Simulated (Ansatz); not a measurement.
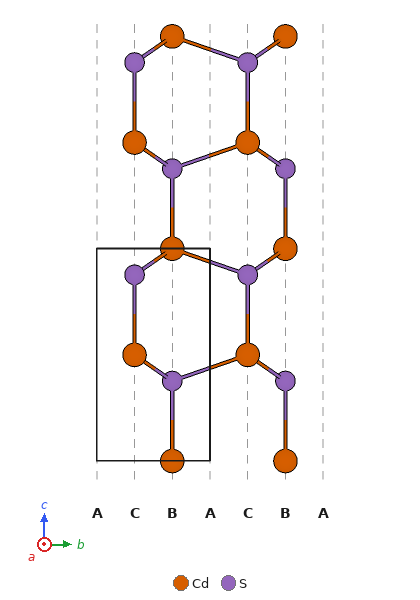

The picture looks along a close-packed row of the hexagonal mesh; c points upwards. The dashed lines mark the three columns A (0, 0), B (1/3, 2/3) and C (2/3, 1/3). The sequence starts with the first layer at or above the cell's origin.

The compound is CdS (space group P6_3mc, No. 186), taken as the geometry relaxed with DFT, r2SCAN, plane waves, PAW in Ansatz.

### Read off the stacking sequence over one period.

Cd(B) – S(B) – Cd(C) – S(C) (four layers in 6.77 Å).

### How are the S layers alone stacked?

S layers alone: BC, the hexagonal close-packed type.

### Which positions between or in the S layers do the other atoms fill?

Cd: two tetrahedral sites (per hexagonal cell).

### What short polytype symbol fits?

Polytype symbol 2H, the symbol of a tetrahedral polytype (number of double layers in the repeat and lattice).
